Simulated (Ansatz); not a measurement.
## Geometry relaxation of GaSb (part 2 of 3)

GaSb (F-43m, 2 atoms in the cell); DFT PBE0, scalar-relativistic, plane waves, PAW, no spin polarisation (Ansatz 0.2.0); cutoff 420 eV, 6×6×6 k-mesh, fixed occupations. It belongs to a series of runs on one base structure; here: elastic and piezoelectric constants, atoms relaxed.

Geometry of the input (Å; fractional positions):
```
0.0000  3.0656  3.0656
3.0656  0.0000  3.0656
3.0656  3.0656  0.0000
Ga 0.0000  0.0000  0.0000
Sb 0.2500  0.2500  0.2500
```

**Log, continued**
```
Crystal: 2 atoms, lattice volume = 57.736 Å³
preconditioner: auto → none  [insulator: Δε(μ)=0.009 eV  Ē_g=14.418 eV  n_scr=14 (ndim 8)  ℏωp=20.7 eV  f_vac=0.086]
eigensolver tolerance schedule: the retry pair's looser diagonalisation over-reported the residual by 0.11 of it (diagonalisation noise at 0.12 of the residual, at the tolerance the schedule requests for it); recorded, not acted on — ethr = c·dr2/N_el stays at c = 1.0e-1
SCF 11 converged in 11 iterations: F = -10267.796709 eV  dr2 = 4.07e-14
Exchange kernel: α = 0.2500, full range, Wigner–Seitz truncation, v(0) = 18642.7830 eV·Å³, q-mesh 6×6×6, nearest image of the exchange supercell L = 26.01 Å, pair-density grid 24×24×24, without the augmentation charges, whose exchange is taken in its separable form by FFT convolution over the k-point mesh
Frozen-core exchange: fock
eigensolver tolerance schedule calibrated: the retry pair's looser diagonalisation under-reported the residual by θ = 0.36 (0.11/decade); ethr = c·dr2/N_el runs at the constant in force after the calibration composes with the one it found (an armed cap, an earlier calibration), c = 8.2e-2
preconditioner: auto → none  [insulator: Δε(μ)=0.410 eV  Ē_g=17.881 eV  n_scr=14 (ndim 8)  ℏωp=20.7 eV  f_vac=0.086]
SCF 12 stopped early in 6 iterations: F = -10271.883416 eV  dr2 = 2.28e-6
  Residual-converged pass: ⟨swp⟩=4.1  Hψ=1587  notcnv=0  max |occ|·‖R‖ = 6.5e-6 eV (tolerance 6.7e-6 eV)  dr2=2.29e-6  dr2_onsite=5.84e-8  max |Δocc| = 0.0e0
hybrid outer 1: dexx = +1.923e-2 eV, tail = 1.65e-4 eV
Exchange kernel: α = 0.2500, full range, Wigner–Seitz truncation, v(0) = 18642.7830 eV·Å³, q-mesh 6×6×6, nearest image of the exchange supercell L = 26.01 Å, pair-density grid 24×24×24, without the augmentation charges, whose exchange is taken in its separable form by FFT convolution over the k-point mesh
Frozen-core exchange: fock
preconditioner: auto → none  [insulator: Δε(μ)=1.313 eV  Ē_g=17.735 eV  n_scr=14 (ndim 8)  ℏωp=20.7 eV  f_vac=0.086]
SCF 13 stopped early in 5 iterations: F = -10271.884001 eV  dr2 = 4.73e-10
  Residual-converged pass: ⟨swp⟩=3.0  Hψ=1177  notcnv=0  max |occ|·‖R‖ = 9.5e-7 eV (tolerance 9.5e-7 eV)  dr2=4.74e-10  dr2_onsite=2.90e-11  max |Δocc| = 0.0e0
hybrid outer 2: dexx = +2.465e-6 eV, tail = 3.83e-8 eV, Δε = 1.92e-1 eV (about 7.03e-3 eV left of the loop's levels), ΔF = 6.94e-18 eV/Å (tail 3.26e-18)
Exchange kernel: α = 0.2500, full range, Wigner–Seitz truncation, v(0) = 18642.7830 eV·Å³, q-mesh 6×6×6, nearest image of the exchange supercell L = 26.01 Å, pair-density grid 24×24×24, without the augmentation charges, whose exchange is taken in its separable form by FFT convolution over the k-point mesh
Frozen-core exchange: fock
preconditioner: auto → none  [insulator: Δε(μ)=1.315 eV  Ē_g=17.735 eV  n_scr=14 (ndim 8)  ℏωp=20.7 eV  f_vac=0.086]
SCF 14 stopped early in 7 iterations: F = -10271.884001 eV  dr2 = 5.97e-13
  Residual-converged pass: ⟨swp⟩=4.0  Hψ=1693  notcnv=0  max |occ|·‖R‖ = 9.9e-9 eV (tolerance 1.0e-8 eV)  dr2=5.99e-13  dr2_onsite=8.77e-14  max |Δocc| = 0.0e0
hybrid outer 3: dexx = +7.190e-10 eV, tail = 1.08e-11 eV, Δε = 1.03e-4 eV (about 3.07e-6 eV left of the loop's levels), ΔF = 6.94e-18 eV/Å (tail 2.63e-18)
Exchange kernel: α = 0.2500, full range, Wigner–Seitz truncation, v(0) = 18642.7830 eV·Å³, q-mesh 6×6×6, nearest image of the exchange supercell L = 26.01 Å, pair-density grid 24×24×24, without the augmentation charges, whose exchange is taken in its separable form by FFT convolution over the k-point mesh
Frozen-core exchange: fock
SCF 15 converged in 3 iterations: F = -10271.884001 eV  dr2 = 2.03e-14
  Residual-converged pass: ⟨swp⟩=3.9  Hψ=1576  notcnv=0  max |occ|·‖R‖ = 1.0e-8 eV (tolerance 1.0e-8 eV)  dr2=2.17e-14  dr2_onsite=1.05e-15  max |Δocc| = 0.0e0
hybrid outer 4: dexx = +4.098e-13 eV, tail = 5.34e-14 eV, Δε = 9.87e-7 eV (about 7.62e-8 eV left of the loop's levels), ΔF = 6.94e-18 eV/Å (tail 7.42e-7)
NSCF: frozen V_eff on 33 k-points
NSCF: frozen V_eff on 5 k-points
NSCF: frozen V_eff on 16 k-points
Symmetry: 4 space group operations
k-points: 46 of 216 (time reversal used)
preconditioner: auto → none  [insulator: Δε(μ)=0.002 eV  Ē_g=14.366 eV  n_scr=14 (ndim 8)  ℏωp=20.8 eV  f_vac=0.086]
SCF 16 was ended open after 100 iterations (unconverged): F = -10267.795188 eV  dr2 = 1.33e-5
the semilocal warm-up stalled or reached its iteration limit unconverged, and the exchange loop starts from its last state
Frozen-core exchange: fock
preconditioner: auto → none  [insulator: Δε(μ)=0.624 eV  Ē_g=17.891 eV  n_scr=14 (ndim 8)  ℏωp=20.8 eV  f_vac=0.086]
SCF 17 stopped early in 6 iterations: F = -10271.884049 eV  dr2 = 5.38e-6
  Residual-converged pass: ⟨swp⟩=2.9  Hψ=1846  notcnv=0  max |occ|·‖R‖ = 6.6e-6 eV (tolerance 6.7e-6 eV)  dr2=5.38e-6  dr2_onsite=6.57e-8  max |Δocc| = 0.0e0
hybrid outer 1: dexx = +1.858e-2 eV, tail = 6.81e-5 eV
Frozen-core exchange: fock
preconditioner: auto → none  [insulator: Δε(μ)=1.332 eV  Ē_g=17.744 eV  n_scr=14 (ndim 8)  ℏωp=20.8 eV  f_vac=0.086]
SCF 18 stopped early in 5 iterations: F = -10271.884011 eV  dr2 = 1.15e-9
  Residual-converged pass: ⟨swp⟩=3.0  Hψ=2170  notcnv=0  max |occ|·‖R‖ = 7.3e-7 eV (tolerance 7.5e-7 eV)  dr2=1.15e-9  dr2_onsite=7.71e-11  max |Δocc| = 0.0e0
hybrid outer 2: dexx = +4.171e-6 eV, tail = 3.87e-8 eV, Δε = 5.82e-3 eV (about 1.85e-4 eV left of the loop's levels), ΔF = 4.69e-3 eV/Å (tail 1.11e-3)
Frozen-core exchange: fock
preconditioner: auto → none  [insulator: Δε(μ)=1.334 eV  Ē_g=17.744 eV  n_scr=14 (ndim 8)  ℏωp=20.8 eV  f_vac=0.086]
SCF 19 stopped early in 6 iterations: F = -10271.884011 eV  dr2 = 3.03e-13
  Residual-converged pass: the last iteration was solved by the pass's rule, and is the pass (adopted: true)  max |occ|·‖R‖ = 9.3e-9 eV (tolerance 1.0e-8 eV)  dr2=3.03e-13  dr2_onsite=9.81e-14
hybrid outer 3: dexx = +1.384e-9 eV, tail = 1.40e-11 eV, Δε = 1.02e-4 eV (about 3.18e-6 eV left of the loop's levels), ΔF = 1.15e-4 eV/Å (tail 2.11e-5)
Frozen-core exchange: fock
SCF 20 converged in 3 iterations: F = -10271.884011 eV  dr2 = 6.38e-15
  Residual-converged pass: ⟨swp⟩=4.0  Hψ=2422  notcnv=0  max |occ|·‖R‖ = 9.9e-9 eV (tolerance 1.0e-8 eV)  dr2=6.74e-15  dr2_onsite=1.19e-14  max |Δocc| = 0.0e0
hybrid outer 4: dexx = +4.238e-13 eV, tail = 4.87e-14 eV, Δε = 1.14e-6 eV (about 3.77e-7 eV left of the loop's levels), ΔF = 4.07e-6 eV/Å (tail 7.09e-7)
relax step   1: F+E_penalty+E_count = -10271.88401128 eV  Δ(F+E_penalty+E_count) = +0.000e0 eV  max|allowed force component| = 1.408e-2 eV/Å  Δτ_max = 0.0000 Å  (120 SCF iters, accepted)
Frozen-core exchange: fock
preconditioner: auto → none  [insulator: Δε(μ)=1.326 eV  Ē_g=17.744 eV  n_scr=14 (ndim 8)  ℏωp=20.8 eV  f_vac=0.086]
SCF 21 stopped early in 5 iterations: F = -10271.883996 eV  dr2 = 5.19e-8
  Residual-converged pass: ⟨swp⟩=3.1  Hψ=1965  notcnv=0  max |occ|·‖R‖ = 6.6e-6 eV (tolerance 6.7e-6 eV)  dr2=5.24e-8  dr2_onsite=2.48e-9  max |Δocc| = 0.0e0
hybrid outer 1: dexx = +5.934e-4 eV, tail = 5.41e-6 eV
Frozen-core exchange: fock
preconditioner: auto → none  [insulator: Δε(μ)=1.323 eV  Ē_g=17.744 eV  n_scr=14 (ndim 8)  ℏωp=20.8 eV  f_vac=0.086]
SCF 22 stopped early in 7 iterations: F = -10271.884013 eV  dr2 = 2.85e-11
  Residual-converged pass: ⟨swp⟩=3.2  Hψ=1993  notcnv=0  max |occ|·‖R‖ = 2.2e-7 eV (tolerance 2.2e-7 eV)  dr2=3.00e-11  dr2_onsite=2.22e-11  max |Δocc| = 0.0e0
hybrid outer 2: dexx = +2.963e-7 eV, tail = 4.89e-9 eV, Δε = 3.94e-4 eV (about 1.35e-5 eV left of the loop's levels), ΔF = 6.10e-2 eV/Å (tail 9.17e-3)
Frozen-core exchange: fock
SCF 23 converged in 6 iterations: F = -10271.884013 eV  dr2 = 4.86e-15
  Residual-converged pass: ⟨swp⟩=3.7  Hψ=2354  notcnv=0  max |occ|·‖R‖ = 1.0e-8 eV (tolerance 1.0e-8 eV)  dr2=9.11e-15  dr2_onsite=1.01e-14  max |Δocc| = 0.0e0
hybrid outer 3: dexx = +1.393e-10 eV, tail = 9.07e-12 eV, Δε = 1.51e-5 eV (about 6.90e-7 eV left of the loop's levels), ΔF = 1.26e-3 eV/Å (tail 3.98e-4)
Frozen-core exchange: fock
SCF 24 converged in 4 iterations: F = -10271.884013 eV  dr2 = 2.31e-15
  Residual-converged pass: ⟨swp⟩=3.0  Hψ=2106  notcnv=0  max |occ|·‖R‖ = 8.4e-9 eV (tolerance 1.0e-8 eV)  dr2=3.04e-15  dr2_onsite=8.08e-16  max |Δocc| = 0.0e0
hybrid outer 4: dexx = +4.239e-13 eV, tail = 1.98e-14 eV, Δε = 6.30e-7 eV (about 2.52e-8 eV left of the loop's levels), ΔF = 2.66e-5 eV/Å (tail 1.55e-5)
Frozen-core exchange: fock
SCF 25 converged in 2 iterations: F = -10271.884013 eV  dr2 = 1.02e-15
  Residual-converged pass: ⟨swp⟩=2.3  Hψ=1672  notcnv=0  max |occ|·‖R‖ = 1.0e-8 eV (tolerance 1.0e-8 eV)  dr2=8.81e-16  dr2_onsite=3.15e-16  max |Δocc| = 0.0e0
hybrid outer 5: dexx = +8.538e-14 eV, tail = 2.75e-15 eV, Δε = 1.15e-7 eV (about 2.85e-8 eV left of the loop's levels), ΔF = 2.31e-6 eV/Å (tail 5.56e-7)
relax step   2: F+E_penalty+E_count = -10271.88401346 eV  Δ(F+E_penalty+E_count) = -2.185e-6 eV  max|allowed force component| = 1.269e-2 eV/Å  Δτ_max = 0.0016 Å  (24 SCF iters, accepted)
[... from here on the SCF iterations and repeated set-up lines of each step are left out, up to the last step ...]
SCF 26 stopped early in 5 iterations: F = -10271.884019 eV  dr2 = 1.36e-8
SCF 27 stopped early in 7 iterations: F = -10271.884023 eV  dr2 = 3.27e-12
SCF 28 converged in 5 iterations: F = -10271.884023 eV  dr2 = 4.06e-15
SCF 29 converged in 2 iterations: F = -10271.884023 eV  dr2 = 4.30e-14
relax step   3: F+E_penalty+E_count = -10271.88402295 eV  Δ(F+E_penalty+E_count) = -9.484e-6 eV  max|allowed force component| = 6.387e-7 eV/Å  Δτ_max = 0.0007 Å  (19 SCF iters, accepted)
SCF 30 converged in 2 iterations: F = -10271.884023 eV  dr2 = 6.40e-15
SCF 31 was ended open after 100 iterations (unconverged): F = -10267.795188 eV  dr2 = 1.53e-5
SCF 32 stopped early in 6 iterations: F = -10271.884049 eV  dr2 = 5.39e-6
SCF 33 stopped early in 5 iterations: F = -10271.884011 eV  dr2 = 1.15e-9
SCF 34 stopped early in 6 iterations: F = -10271.884011 eV  dr2 = 3.05e-13
SCF 35 converged in 3 iterations: F = -10271.884011 eV  dr2 = 6.37e-15
relax step   1: F+E_penalty+E_count = -10271.88401128 eV  Δ(F+E_penalty+E_count) = +0.000e0 eV  max|allowed force component| = 1.408e-2 eV/Å  Δτ_max = 0.0000 Å  (120 SCF iters, accepted)
SCF 36 stopped early in 5 iterations: F = -10271.883996 eV  dr2 = 5.19e-8
SCF 37 stopped early in 7 iterations: F = -10271.884013 eV  dr2 = 2.87e-11
SCF 38 converged in 6 iterations: F = -10271.884013 eV  dr2 = 4.75e-15
SCF 39 converged in 4 iterations: F = -10271.884013 eV  dr2 = 2.19e-15
SCF 40 converged in 2 iterations: F = -10271.884013 eV  dr2 = 9.97e-16
relax step   2: F+E_penalty+E_count = -10271.88401346 eV  Δ(F+E_penalty+E_count) = -2.185e-6 eV  max|allowed force component| = 1.269e-2 eV/Å  Δτ_max = 0.0016 Å  (24 SCF iters, accepted)
Frozen-core exchange: fock
SCF 41 stopped early in 5 iterations: F = -10271.884019 eV  dr2 = 1.36e-8
  Residual-converged pass: ⟨swp⟩=3.0  Hψ=1847  notcnv=0  max |occ|·‖R‖ = 6.6e-6 eV (tolerance 6.7e-6 eV)  dr2=1.34e-8  dr2_onsite=1.22e-9  max |Δocc| = 0.0e0
hybrid outer 1: dexx = +1.333e-4 eV, tail = 1.22e-6 eV
Frozen-core exchange: fock
SCF 42 stopped early in 7 iterations: F = -10271.884023 eV  dr2 = 3.26e-12
  Residual-converged pass: ⟨swp⟩=4.0  Hψ=2880  notcnv=0  max |occ|·‖R‖ = 9.8e-9 eV (tolerance 1.0e-8 eV)  dr2=3.72e-12  dr2_onsite=3.53e-13  max |Δocc| = 0.0e0
hybrid outer 2: dexx = +6.695e-8 eV, tail = 1.09e-9 eV, Δε = 1.91e-4 eV (about 6.44e-6 eV left of the loop's levels), ΔF = 2.86e-2 eV/Å (tail 4.36e-3)
Frozen-core exchange: fock
SCF 43 converged in 5 iterations: F = -10271.884023 eV  dr2 = 3.67e-15
  Residual-converged pass: ⟨swp⟩=3.8  Hψ=2396  notcnv=0  max |occ|·‖R‖ = 1.0e-8 eV (tolerance 1.0e-8 eV)  dr2=4.44e-15  dr2_onsite=1.58e-15  max |Δocc| = 0.0e0
hybrid outer 3: dexx = +3.141e-11 eV, tail = 2.02e-12 eV, Δε = 1.93e-6 eV (about 8.77e-8 eV left of the loop's levels), ΔF = 6.03e-4 eV/Å (tail 1.88e-4)
Frozen-core exchange: fock
SCF 44 converged in 2 iterations: F = -10271.884023 eV  dr2 = 4.32e-14
  Residual-converged pass: ⟨swp⟩=3.1  Hψ=2255  notcnv=0  max |occ|·‖R‖ = 9.5e-9 eV (tolerance 1.0e-8 eV)  dr2=4.65e-14  dr2_onsite=2.32e-14  max |Δocc| = 0.0e0
hybrid outer 4: dexx = +1.981e-13 eV, tail = 1.34e-13 eV, Δε = 2.52e-7 eV (about 1.78e-7 eV left of the loop's levels), ΔF = 1.28e-5 eV/Å (tail 7.01e-6)
relax step   3: F+E_penalty+E_count = -10271.88402295 eV  Δ(F+E_penalty+E_count) = -9.484e-6 eV  max|allowed force component| = 6.451e-7 eV/Å  Δτ_max = 0.0007 Å  (19 SCF iters, accepted)
Frozen-core exchange: fock
iter 1 solved again at ethr=1.00e-12 eV; its pass at ethr=1.00e-1 eV (dr2=4.46e-14 eV) is discarded
SCF iter   1: F=—  HF=-10271.884023 eV  |F-HF|=—  |Δ(HF+E_count)|=         —  Δρ=1.05e-8  dr2=4.11e-14  ethr=1.00e-12  ⟨swp⟩=2.3  Hψ=2865  notcnv=0
SCF iter   2: F=-10271.884023 eV  HF=-10271.884023 eV  |F-HF|=1.82e-12  |Δ(HF+E_count)|=    0.00e0  Δρ=4.42e-9  dr2=6.12e-15  ethr=1.00e-12  ⟨swp⟩=2.0  Hψ=1840  notcnv=0
SCF 45 converged in 2 iterations: F = -10271.884023 eV  dr2 = 6.12e-15
  Residual-converged pass: ⟨swp⟩=3.0  Hψ=1992  notcnv=0  max |occ|·‖R‖ = 9.1e-9 eV (tolerance 1.0e-8 eV)  dr2=4.74e-15  dr2_onsite=3.94e-15  max |Δocc| = 0.0e0
```

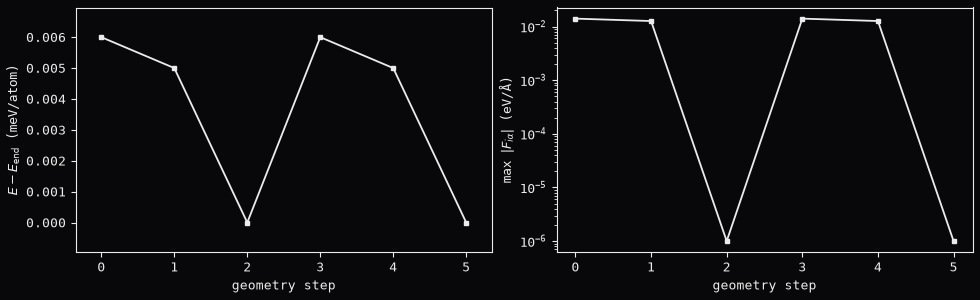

*Progress of the relaxation, step by step (the first geometry is step 0 here and step 1 in the log).*

After 5 geometry steps the energy has fallen by next to nothing (0.0 meV per atom). The largest force component goes from 0.014 to under 0.0001 eV/Å. The atoms keep their places (all moves are under 0.005 Å). The cell stays as it was. Among the contacts that change: Ga1–Sb2 2.657 → 2.652 Å. The space group stays F-43m (No. 216). (Atoms are counted from 1 in the order of the input.)

```
hybrid outer 1: dexx = +2.842e-14 eV, tail = 2.19e-14 eV, ΔF = 1.12e-6 eV/Å
NSCF: frozen V_eff on 49 k-points
NSCF: frozen V_eff on 19 k-points
NSCF: frozen V_eff on 16 k-points
NSCF: frozen V_eff on 19 k-points
NSCF: frozen V_eff on 3 k-points
NSCF: frozen V_eff on 7 k-points
hybrid SCF converged: 4 outer / 20 inner (+10 warm-up), last move |dexx| = 4.64e-13 eV, tail = 6.51e-14 eV
Stability not checked: this state was not tested for a lower state beside it, because the functional holds exact exchange (a hybrid, or Hartree-Fock), whose exchange loop this test does not read (fock_operator; see scf.lower_state_search)
Free energy (F): -10271.884011 eV
Frozen-core exchange: fock
Harris-Foulkes:  -10271.884011 eV  (|F-HF|=3.64e-12)
Internal energy: -10271.884011 eV  (E = F + TS)
E sigma→0 (E₀):  -10271.884011 eV
Fermi energy:    6.988900 eV
--- Per-component energies (eV) ---
  E_band       = -336.800610
  E_kinetic    = 321.787444
  E_local      = -3926.132899  (includes V_loc(G=0)·N_el)
  E_nonlocal   = 789.185630
  E_hartree    = 1811.038440
  E_xc         = -159.160067
  E_vxc        = -118.533725  (∫ρ·V_xc dr)
  E_exx        = -100.225539  (= α·E_x^exact, valence–valence)
  E_paw        = -6519.927858  (= ΣΔE_a)
  E_vpaw       = -824.732738  (= ΣTr[D̂ρ^β])
  E_aug_tail   = -0.000122  (compensation charges beyond the density's cutoff)
  E_ewald      = -2488.549923
  E_core_change = 0.100882  (= ΣΔE_core)
  E_smearing   = -0.000000  (= −TS)
  E_closure    = 0.000000  (closes the sum)
  Σ components = -10271.884011   (vs F -10271.884011, Δ=1.82e-12)
--- Forces (eV/Å), atoms counted from 1 ---
  atom   1  Ga     0.00000000    -0.00000000     0.00000000
  atom   2  Sb    -0.00000000     0.00000000     0.00000000
  max |Σ_I F_I| component: 3.70e-17 eV/Å
--- Stress (GPa, compression-positive) ---
        0.004479      -0.000000      -0.000000
       -0.000000       0.004479       0.000000
       -0.000000       0.000000       0.004479
  P = ⅓ Tr σ = 0.0045 GPa (0.045 kbar)
--- Band table (eV; the first three rows and the last of 16) ---
  k-point 0: bands = ["-24.1123", "-24.1123", "-24.1123", "-24.0889", "-24.0889", "-10.8465", "-10.8465", "-10.8465", "-10.7963", "-10.7963", "-5.7098", "6.9889", "6.9889", "6.9889", "8.3251", "11.0584", "11.0584", "11.0584"]
```
